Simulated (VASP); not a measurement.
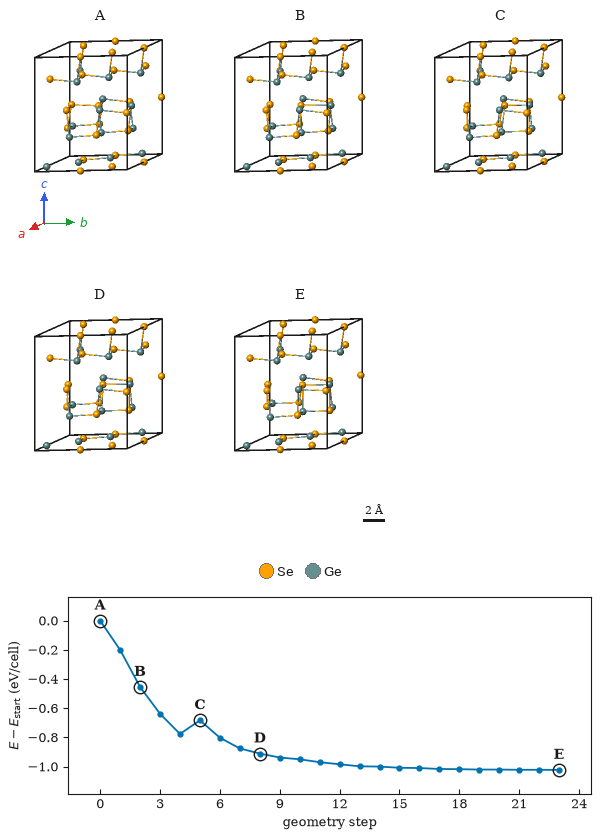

Frames of a relaxation of a defect cell of composition Ge₁₅Se₁₇, marked on the history of the run. The picture is a ball-and-stick view of the cell of the calculation (origin shifted), seen slightly off an axis.

The run lets the atoms move in a fixed cell. The atoms of the start lie slightly off their symmetric places, so part of the fall in energy undoes that.

Computed with VASP 6.6.1, Kohn-Sham DFT of a periodic cell, PBE, VASP PAW PBE potentials, recommended.

The input:
```
SYSTEM = Ge15Se17
ALGO = Normal ; EDIFF = 1E-6
EDIFFG = -0.025 ; ENCUT = 450
GGA = PE ; IBRION = 2
ICORELEVEL = 1 ; ISIF = 2
ISMEAR = 0 ; ISYM = 0
LASPH = .True. ; LCHARG = .False.
LREAL = Auto ; LUSENCCL = .False.
LWAVE = .False. ; NELM = 80
NSW = 70 ; PREC = Normal
SIGMA = 0.01
```

Run as
```bash
cat potpaw_PBE.64/Se/POTCAR potpaw_PBE.64/Ge_d/POTCAR > POTCAR
mpirun -np 1 vasp_std > vasp.out
```

> What happens along the run?

The energy falls by 1.023 eV per cell of the calculation in 23 geometry steps. The largest force component goes from 1.1 to 0.019 eV/Å. The atom that moves furthest is a Se atom (0.43 Å along [1 2 0]). Largest moves by element: Se 0.43 Å, Ge 0.25 Å. The cell stays as it was. Among the contacts that change: Se–Se 2.593 → 3.343 Å, Ge–Se 3.353 → 2.695 Å, Ge–Se 2.646 → 2.940 Å, Ge–Se 3.387 → 3.101 Å. New bonds form, among them: Ge–Se (3.35 → 2.69 Å). Bond angles that change, for instance: Se–Se–Ge 97.8° → 82.4°, Ge–Se–Ge 102.9° → 93.0°, Se–Ge–Se 93.2° → 84.6°. It ran on 1 × NVIDIA H100 80GB with 1 thread of AMD EPYC 7R13 Processor (Zen 3), with other jobs on the host. From step 0 to 2: a Se atom moves most (0.25 Å), energy −0.454 eV per cell of the calculation. From step 2 to 5: a Se atom moves most (0.36 Å), energy −0.229 eV per cell of the calculation. From step 5 to 8: a Se atom moves most (0.17 Å), energy −0.228 eV per cell of the calculation. From step 8 to 23: a Ge atom moves most (0.16 Å), energy −0.112 eV per cell of the calculation.
